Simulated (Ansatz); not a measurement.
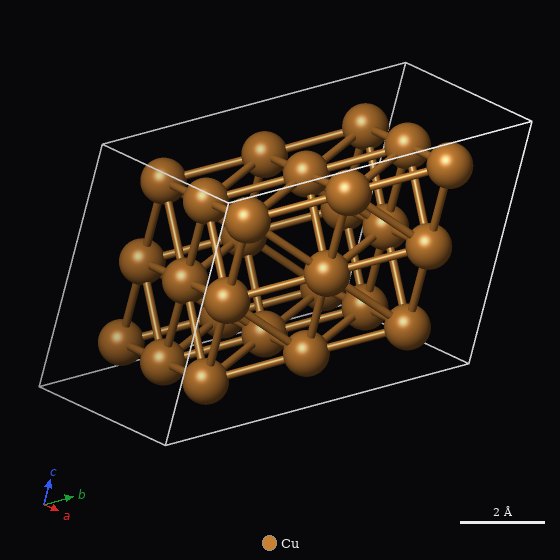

Drawn in the ball-and-stick manner and seen slightly off an axis. One supercell is outlined, and atoms on its boundary appear in each equivalent place. The host is Cu, in a cell of 27 sites, and the cell is neutral.

Spot the defect.

A copper vacancy. Around the empty site lie twelve Cu at about 2.5 Å.

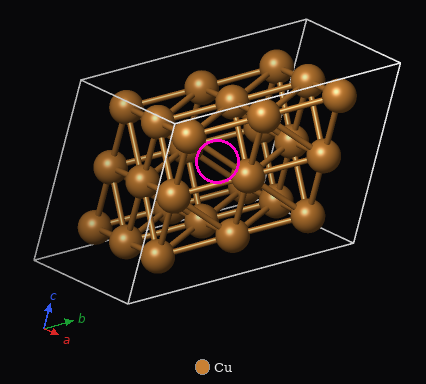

The same cell with a ring at the defect's site.

The atoms were relaxed in the host's cell with Ansatz 0.2.0, DFT PBE, scalar-relativistic, plane waves, PAW.
